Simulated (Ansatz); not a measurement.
# Ni: one cell, many SCF starts

How much does the result for Ni depend on the starting moments? The same cell is run from several starts. Ni is taken in the measured crystal structure (space group Fm-3m, primitive cell doubled), 2 atoms in the cell. Source: COD entry 9012984.

Method: DFT r2SCAN, PAW, plane waves, scalar-relativistic, in Ansatz 0.2.0.

**1. The starting structure**

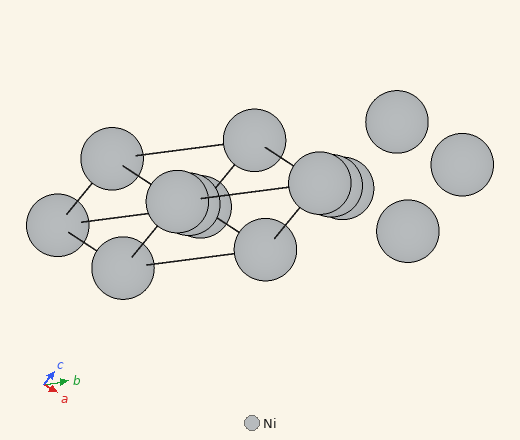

Start, viewed slightly off an axis; nickel light grey. 1×2×1 cells are drawn. Atoms on the faces are drawn again on the opposite ones.

Structure file:

```cif
data_structure
_symmetry_space_group_name_H-M 'Fm-3m'
_symmetry_Int_Tables_number 225
_cell_length_a 3.5347
_cell_length_b 3.5347
_cell_length_c 3.5347
_cell_angle_alpha 90.000
_cell_angle_beta 90.000
_cell_angle_gamma 90.000
_cell_volume 44.16
loop_
_atom_site_label
_atom_site_type_symbol
_atom_site_symmetry_multiplicity
_atom_site_Wyckoff_symbol
_atom_site_fract_x
_atom_site_fract_y
_atom_site_fract_z
_atom_site_occupancy
Ni1 Ni 4 a 0.00000 0.00000 0.00000 1
```

In tables a label like Ni2 counts atoms in the order of input.yaml; a structure file may count by element.

The first starts: parallel moments, plain SCF; opposed moments +-, plain SCF; no spin polarisation; spin on, no moments given (the program may seed its own), plain SCF. Further starts follow from what these give.

“Plain SCF” means no search for lower states. Ends within 0.2 meV/atom and 0.1 μB count as one state.

Site moments are integrals over atomic spheres and don't add up to the total.

**2. Parallel moments, plain SCF**

input.yaml

```yaml
crystal:
  lattice:
    - [3.5347, 1.76735, 1.76735]
    - [1.76735, 3.5347, 1.76735]
    - [1.76735, 1.76735, 3.5347]
  atoms:
    - { symbol: Ni, position: [0.0, 0.0, 0.0], spin: 2.0 }
    - { symbol: Ni, position: [0.5, 0.5, 0.5], spin: 2.0 }
magnetization:
  spin_polarized: true
hamiltonian:
  xc: r2scan
  pseudopotentials: { kind: paw }
basis:
  ecutwfc: 500
kpoints:
  mp_grid: { grid: [11, 11, 11] }
scf:
  occupations: { method: gaussian, width: 0.05 }
  lower_state_search: "off"
output:
  forces: true
  stress: true
  write_density: true
  write_potential: true
  elf: true
  volumetric_format: npy
```

Run with:

```bash
ansatz run input.yaml --threads 2 --pin off --max-ram 5120MiB --backend cpu --events-out ev --progress --plain --runs-dir out
```

What it wrote (excerpt; [...] marks lines left out):

```text
basis.fft_grid_basis auto: the FFT boxes are laid along the combinations [[1, -1, 0], [0, 1, 0], [0, -1, 1]] of the cell's own vectors, 2.499, 4.329 and 2.499 Å long. The dense box has 20×32×20 points. Along the cell's own vectors, as sized, it would have 32×32×32, 2.56 times as many. [...]
Pseudopotentials: kind: paw
Pseudopotential: Ni, paw, valence charge 18, recommended cutoff 500 eV (meta_gga), Ni.paw.azcp
Functional definition: r2SCAN
[...]
Crystal: 2 atoms, lattice volume = 22.081 Å³
Basis set: ecut = 500 eV, 555 PW (Γ), FFT grids on a1−a2, a2, −a2+a3, exchange–correlation on 80×128×80 points (64 copies of the dense FFT grid, shifted against one another)
Bands: 24, of which v1, the nominal top of the filled ones, is band 18 counted from 1 (17 counted from 0)
Symmetry: 24 space group operations
Space group: Fm-3m (ITA 225), of the structure as read, at distance tolerance 2.8e-5 Å
Magnetic group: BNS 225.116 (UNI 1618), of the structure as read, at distance tolerance 2.8e-5 Å
k-points: 146 of 1331
[...]
Starting moments: Σ|m| = 4 μB on 2 of 2 sites
[...]
SCF iter   1: F=-11690.366544 eV  HF=-11689.727688 eV  |F-HF|=6.39e-1  |Δ(HF+E_count)|=         —  Δρ=1.14e-1 (↑9.16e-2 ↓1.14e-1)  dr2=6.56e-2  dr2_τ=3.45e-2  dr2_m=2.11e0  M=2.034 μB ∫|m|=2.332 μB  β_m=0.61  ethr=1.83e-4  ⟨swp⟩=1.6  Hψ=39015  notcnv=0
[...]
spin-set hold released at iteration 1 (the charge has settled, or the pull on large starting moments outlasts its swing): the magnetisation degrees of freedom join the quasi-Newton model from the next iteration; the mixer history was flushed
[...]
SCF iter  14: F=-11690.540840 eV  HF=-11690.540840 eV  |F-HF|=5.37e-8  |Δ(HF+E_count)|=   4.27e-6  Δρ=9.00e-6 (↑9.00e-6 ↓4.13e-6)  dr2=1.52e-8  dr2_τ=1.02e-10  dr2_m=2.99e-9  M=1.574 μB ∫|m|=1.924 μB  ethr=2.78e-10  ⟨swp⟩=13.1  Hψ=56731  notcnv=0
[...]
this state was not tested for a lower state beside it, because the mixer in use, unlike msr1, does not test its closes by its own steps (another_mixer; see scf.mixing.algorithm and scf.lower_state_search)
SCF converged after 14 iterations
Magnetization: 1.5742 μB (18.7871 up, 17.2129 down)
Absolute magnetization: 1.9267 μB (∫|ρ↑−ρ↓|, with the PAW one-centre terms)
Spin contamination: 0.0469 ħ² per cell (⟨S²⟩ above its minimum at these occupations)
Per-site moments (μB) at R_I (Å): [(0.8566621520315651, 1.0310067650272867), (0.8566621520315651, 1.0310067650272867)]
Free energy (F): -11690.540840 eV
[...]
E sigma→0 (E₀):  -11690.539420 eV
Entropy (-TS):   -0.002840 eV (-1.420 meV/atom)
Fermi energy:    17.809721 eV
[...]
--- Forces (eV/Å), atoms counted from 1 ---
  atom   1  Ni     0.00000000     0.00000000    -0.00000000
  atom   2  Ni     0.00000000    -0.00000000     0.00000000
[...]
--- Stress (GPa, compression-positive) ---
       -9.116578      -0.354634      -0.354634
       -0.354634      -9.116578      -0.354634
       -0.354634      -0.354634      -9.116578
  P = ⅓ Tr σ = -9.1166 GPa (-91.166 kbar)
--- Band table (eV; the first three rows and the last of 292) ---
[... band rows left out ...]
[...]
```

Wall time 20 s (2 threads of Arm Neoverse V2, shared host); peak memory 0.47 GiB.

Result: ferromagnetic, site moments Ni1 0.86, Ni2 0.86 μB, total 1.57 μB per cell, no gap on the k-mesh.

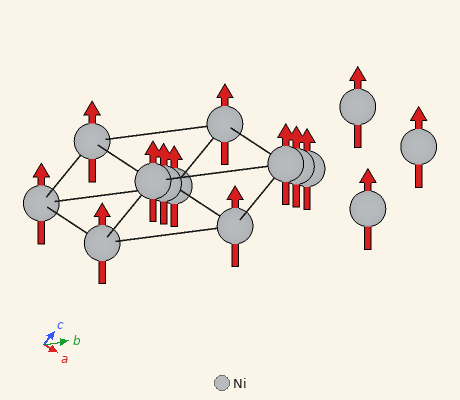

Arrows show the site moments: red and blue are opposite signs, and length grows with size. The axis is drawn upright for the eye.

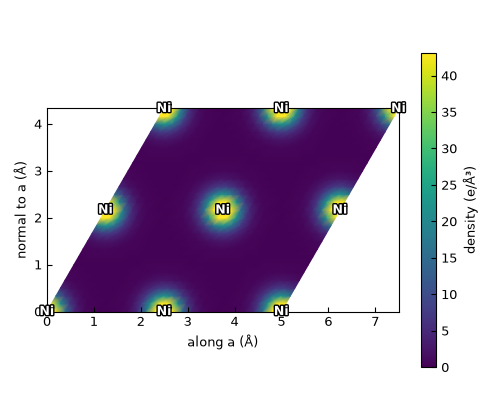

Density in a lattice plane of the grid's cell (edges 2.50 and 2.50 Å, at 0.000 of the third edge), which holds Ni. Only atoms in the plane are labelled; the density scale stops at 43.12 e/Å³. It is the smooth density of the valence electrons, not physical close to the nuclei.

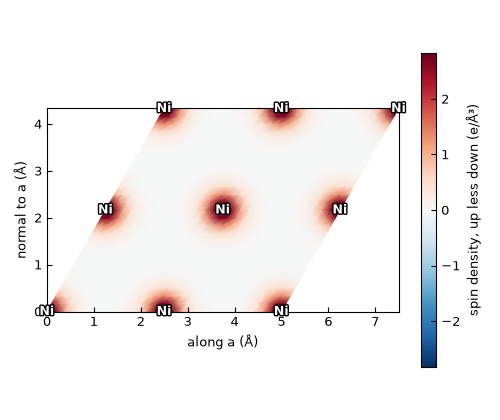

Spin density in a lattice plane of the grid's cell (edges 2.50 and 2.50 Å, at 0.000 of the third edge), which holds Ni.

**3. Opposed moments +-, plain SCF**

input.yaml, as its differences from that of step 2:

```diff
@@ -7,3 +7,3 @@
     - { symbol: Ni, position: [0.0, 0.0, 0.0], spin: 2.0 }
-    - { symbol: Ni, position: [0.5, 0.5, 0.5], spin: 2.0 }
+    - { symbol: Ni, position: [0.5, 0.5, 0.5], spin: -2.0 }
 magnetization:
```

Run with:

```bash
ansatz run input.yaml --threads 2 --pin off --max-ram 5120MiB --backend cpu --events-out ev --progress --plain --runs-dir out
```

What it wrote (excerpt; [...] marks lines left out):

```text
[... 13 lines as in an earlier run ...]
Symmetry: 12 space group operations
Space group: R-3m (ITA 166), of the structure as read, at distance tolerance 2.8e-5 Å
Magnetic group: BNS 166.102 (UNI 1332), of the structure as read, at distance tolerance 2.8e-5 Å
[... 6 lines as in an earlier run ...]
Starting moments: Σ|m| = 4 μB on 2 of 2 sites
Starting magnetic order: antiferromagnet; a translation exchanges its spin sublattices: spin-degenerate at every k-point
[... 2 lines as in an earlier run ...]
spin-down is spin-up translated by (0.5, 0.5, 0.5): one eigenproblem is solved per k-point and the antiferromagnetic symmetry of the starting moments is kept exactly by this SCF (crystal.symmetry.spin_inversion_symmetry: false solves both channels; [...]
[... 1 line as in an earlier run ...]
SCF converged after 16 iterations
Magnetization: 0.0000 μB (18.0000 up, 18.0000 down)
Absolute magnetization: 1.3017 μB (∫|ρ↑−ρ↓|, with the PAW one-centre terms)
Spin contamination: 0.6410 ħ² per cell (⟨S²⟩ above its minimum at these occupations)
Per-site moments (μB) at R_I (Å): [(0.621144667281276, 1.0310067650272867), (-0.621144667281276, 1.0310067650272867)]
Free energy (F): -11690.363895 eV
[...]
E sigma→0 (E₀):  -11690.362834 eV
Entropy (-TS):   -0.002122 eV (-1.061 meV/atom)
Fermi energy:    17.569729 eV
[...]
--- Forces (eV/Å), atoms counted from 1 ---
  atom   1  Ni    -0.00000000    -0.00000000     0.00000000
  atom   2  Ni     0.00000000     0.00000000     0.00000000
[...]
--- Stress (GPa, compression-positive) ---
       -9.440100       1.676534       1.676534
        1.676534      -9.440100       1.676534
        1.676534       1.676534      -9.440100
  P = ⅓ Tr σ = -9.4401 GPa (-94.401 kbar)
--- Band table (eV; the first three rows and the last of 292) ---
[... band rows left out ...]
[...]
```

It took 14 s on 2 threads of Arm Neoverse V2, shared host; peak memory 0.46 GiB.

Result: antiferromagnetic (magnetic neighbours of Ni1 with a moment over 0.3 of its own that point the other way: 6 of 12 at 2.50 Å, 6 of 6 at 3.53 Å), site moments Ni1 0.62, Ni2 -0.62 μB, total 0.00 μB per cell, no gap on the k-mesh. It lies 88.5 meV/atom above the lowest state so far (step 2).

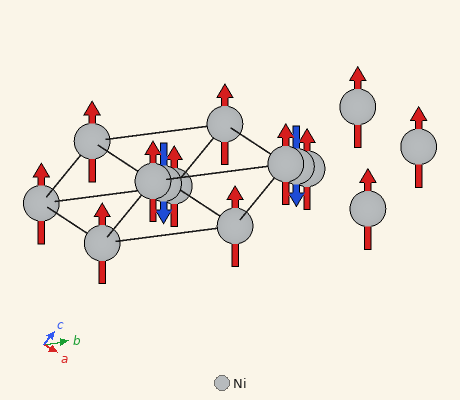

The moments of this state as arrows, longer for larger moments (red one way, blue the other). Without spin-orbit coupling their common direction is free.

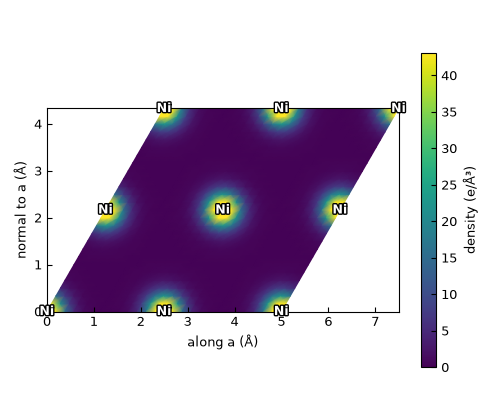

Density in a lattice plane of the grid's cell (edges 2.50 and 2.50 Å, at 0.000 of the third edge), which holds Ni. Only atoms in the plane are labelled; the density scale stops at 43.09 e/Å³. It is the smooth density of the valence electrons, not physical close to the nuclei.

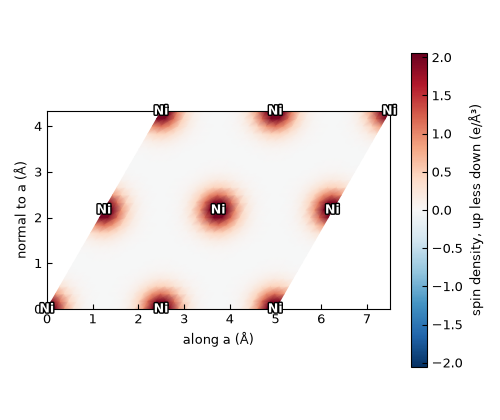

Spin density in a lattice plane of the grid's cell (edges 2.50 and 2.50 Å, at 0.000 of the third edge), which holds Ni.

**4. No spin polarisation**

input.yaml

```yaml
crystal:
  lattice:
    - [3.5347, 1.76735, 1.76735]
    - [1.76735, 3.5347, 1.76735]
    - [1.76735, 1.76735, 3.5347]
  atoms:
    - { symbol: Ni, position: [0.0, 0.0, 0.0] }
    - { symbol: Ni, position: [0.5, 0.5, 0.5] }
hamiltonian:
  xc: r2scan
  pseudopotentials: { kind: paw }
basis:
  ecutwfc: 500
kpoints:
  mp_grid: { grid: [11, 11, 11] }
scf:
  occupations: { method: gaussian, width: 0.05 }
  lower_state_search: "off"
output:
  forces: true
  stress: true
```

Run with:

```bash
ansatz run input.yaml --threads 2 --pin off --max-ram 5120MiB --backend cpu --events-out ev --progress --plain --runs-dir out
```

What it wrote (excerpt; [...] marks lines left out):

```text
basis.fft_grid_basis auto: the FFT boxes are laid along the combinations [[1, 0, -1], [0, 1, -1], [0, 0, 1]] of the cell's own vectors, 2.499, 2.499 and 4.329 Å long. The dense box has 20×20×32 points. Along the cell's own vectors, as sized, it would have 32×32×32, 2.56 times as many. [...]
[... 10 lines as in an earlier run ...]
Basis set: ecut = 500 eV, 555 PW (Γ), FFT grids on a1−a3, a2−a3, a3, exchange–correlation on 80×80×128 points (64 copies of the dense FFT grid, shifted against one another)
Bands: 22, of which v1, the nominal top of the filled ones, is band 18 counted from 1 (17 counted from 0)
[... 7 lines as in an earlier run ...]
[...]
[... 2 lines as in an earlier run ...]
SCF iter   1: F=-11690.260399 eV  HF=-11690.175384 eV  |F-HF|=8.50e-2  |Δ(HF+E_count)|=         —  Δρ=1.86e-2  dr2=3.90e-2  dr2_τ=5.72e-2  ethr=1.77e-3  ⟨swp⟩=5.5  Hψ=13109  notcnv=0
[...]
SCF iter   9: F=-11690.273982 eV  HF=-11690.273982 eV  |F-HF|=2.05e-9  |Δ(HF+E_count)|=   2.22e-8  Δρ=4.36e-6  dr2=2.27e-9  dr2_τ=1.12e-11  ethr=2.78e-10  ⟨swp⟩=5.1  Hψ=13856  notcnv=0
[...]
SCF converged after 9 iterations
Free energy (F): -11690.273982 eV
[...]
E sigma→0 (E₀):  -11690.267651 eV
Entropy (-TS):   -0.012662 eV (-6.331 meV/atom)
Fermi energy:    17.370753 eV
[...]
--- Forces (eV/Å), atoms counted from 1 ---
  atom   1  Ni     0.00000000     0.00000000     0.00000000
  atom   2  Ni     0.00000000     0.00000000    -0.00000000
[...]
--- Stress (GPa, compression-positive) ---
      -12.187680      -0.089705      -0.089705
       -0.089705     -12.187680      -0.089705
       -0.089705      -0.089705     -12.187680
  P = ⅓ Tr σ = -12.1877 GPa (-121.877 kbar)
```

Wall time 4.8 s (2 threads of Arm Neoverse V2, shared host); peak memory 0.4 GiB.

Result: non-magnetic (no spin polarisation), no gap on the k-mesh. It lies 133 meV/atom above the lowest state so far (step 2).

(Part 1 of 2 ends here.)
